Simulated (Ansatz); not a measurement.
```
CELL_PARAMETERS angstrom
3.63600 0.00000 0.00000
-1.81800 3.14887 0.00000
0.00000 0.00000 5.78260
ATOMIC_POSITIONS crystal
Gd 0.66667 0.33333 0.75000
Gd 0.33333 0.66667 0.25000
```

Space group P6₃/mmc; computed pressure about −3 GPa in this cell.

Level of theory: Kohn-Sham DFT of a periodic cell, PBEsol, Ansatz PAW in Ansatz 0.2.0.

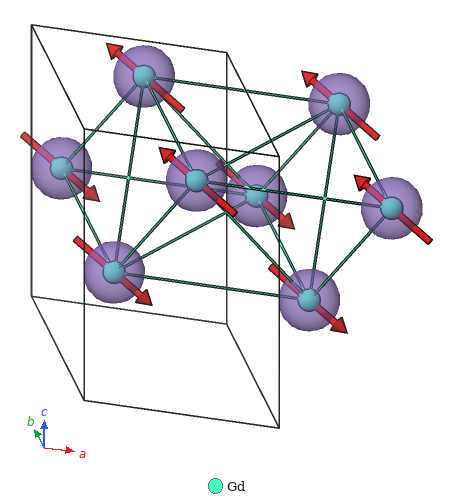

Gd. Isosurface of the size of the magnetisation density at 3 e/Å³ (purple), with the spin moments of the magnetic sites as arrows; seen at an oblique angle.

Core electrons are frozen (PAW), and the valence fields are smoothed inside the atomic spheres.

### Describe the magnetic structure.

Spin moments: Gd 6.8 μB. They are collinear, and cancel (antiferromagnetic).
